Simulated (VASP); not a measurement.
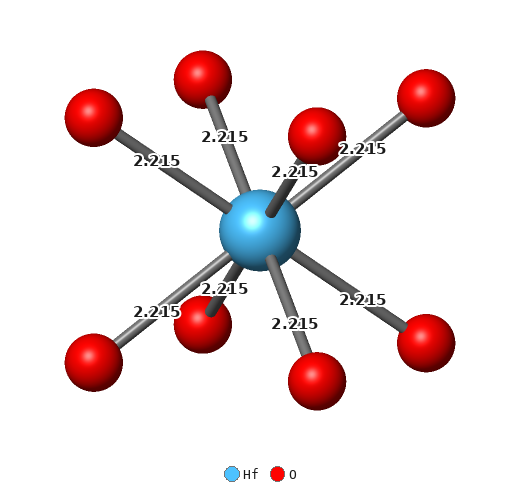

The surroundings of site Hf1 (at 0.000, 0.000, 0.000) in HfO₂ (Fm-3m), with bond lengths in Å.

The cell is taken from an entry of the Crystallography Open Database, as set up for an electronic-structure calculation.

```
CELL_PARAMETERS angstrom
5.11500 0.00000 0.00000
0.00000 5.11500 0.00000
0.00000 0.00000 5.11500
ATOMIC_POSITIONS crystal
Hf 0.00000 0.00000 0.00000
O 0.25000 0.25000 0.75000
O 0.25000 0.75000 0.75000
Hf 0.00000 0.50000 0.50000
O 0.25000 0.75000 0.25000
O 0.25000 0.25000 0.25000
Hf 0.50000 0.00000 0.50000
O 0.75000 0.25000 0.25000
O 0.75000 0.75000 0.25000
Hf 0.50000 0.50000 0.00000
O 0.75000 0.75000 0.75000
O 0.75000 0.25000 0.75000
```

Bond valence s = exp((R0 − d)/b), R0 fitted to published crystal structures with b = 0.37 Å; R0 in Å: Hf4+–O 1.921.

Question: Calculate the bond-valence sum of Hf1 from the bonds drawn.

Answer: 8 × 0.452 = 3.61 v.u., against a formal valence of 4: underbonded (bonds long for this ion) by 0.39.

Question: And over the whole structure?

Answer:
| site | x, y, z | formal valence | bond-valence sum | difference |
| --- | --- | --- | --- | --- |
| Hf1 | 0.000, 0.000, 0.000 | +4 | 3.66 | -0.34 |
| O1 | 0.250, 0.250, 0.750 | −2 | 1.83 | -0.17 |

These sums include all anions within 5 Å. The global instability index (root mean square of the differences over all atoms) is 0.24 v.u.: above 0.2, which by the usual rule of thumb marks a strained structure. The cell was not relaxed for this table, and a volume that is off by a few per cent shifts all sums together.
